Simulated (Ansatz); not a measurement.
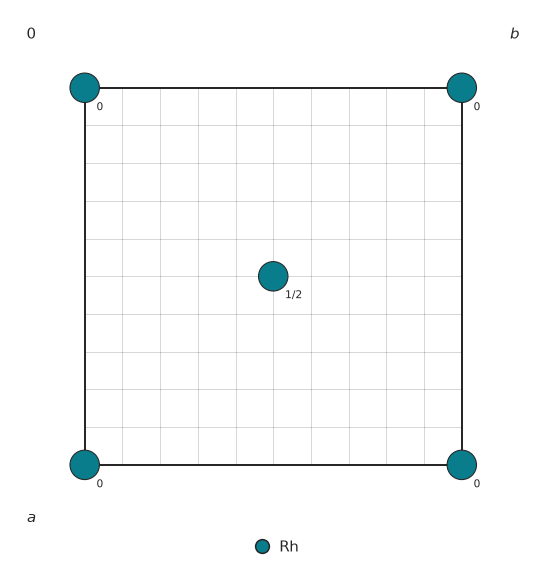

Plan of a unit cell projected along c (a down the page, b across); the numbers are heights as fractions of c, and atoms on the cell's edges are repeated. The grid marks tenths of a and b. Source: coordinates from a relaxation with DFT, PBEsol, plane waves (420 eV) with PAW, scalar-relativistic (Ansatz); the starting structure was generated, so it need not be a known form of this composition. Symmetry computed with spglib at a tolerance of 0.002 Å; standard conventional cell.

a = 3.031 Å, b = 3.031 Å, c = 3.031 Å, α = 90.00°, β = 90.00°, γ = 90.00°.

Q: What does the cell contain?

A: 2 Rh: Rh, Z = 2.

Q: Give the fractional coordinates of all atoms, to two places.

A:
| atom | x | y | z |
| --- | --- | --- | --- |
| Rh | 0.00 | 0.00 | 0.00 |
| Rh | 0.50 | 0.50 | 0.50 |
